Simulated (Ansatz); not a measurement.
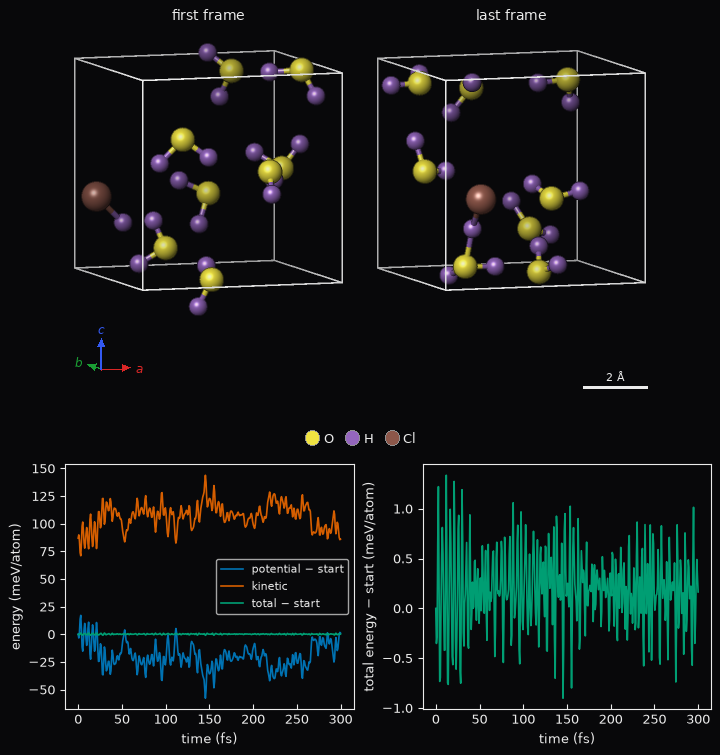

A Born-Oppenheimer molecular dynamics run of a periodic cell with 8 H2O + 1 HCl at 1.03 g/cm³, 300 fs long. It starts from the last geometry of an earlier run, with fresh velocities. A ball-and-stick model of the simulation cell, seen slightly off an axis.

Computed with DFT PBE, scalar-relativistic, plane waves, PAW (Ansatz). Settings: plane-wave cutoff 420 eV; k-point mesh 1 × 1 × 1; Fermi-Dirac smearing 0.02 eV; constant energy (NVE); velocities drawn for 700 K; time step 0.75 fs.

Question: Is this trajectory numerically sound?

Answer: The total energy stays between −0.9 and 1.3 meV per atom of its start. A straight-line fit has a slope that amounts to −0.021 meV per atom over 300 fs (under 0.1 % of the mean kinetic energy), and the ripple about it is 3.4 % of the kinetic energy's fluctuation. With a drift under 2 % and a ripple under 7 %, the integration is accurate. The mean temperature in the second half is 871 K (standard deviation 82 K). The potential energy in the second half lies on average 21.0 meV per atom below the first frame.

Limits of the set-up: the periodic images lie only 6.6 Å apart, so the values are limited by the cell's size.
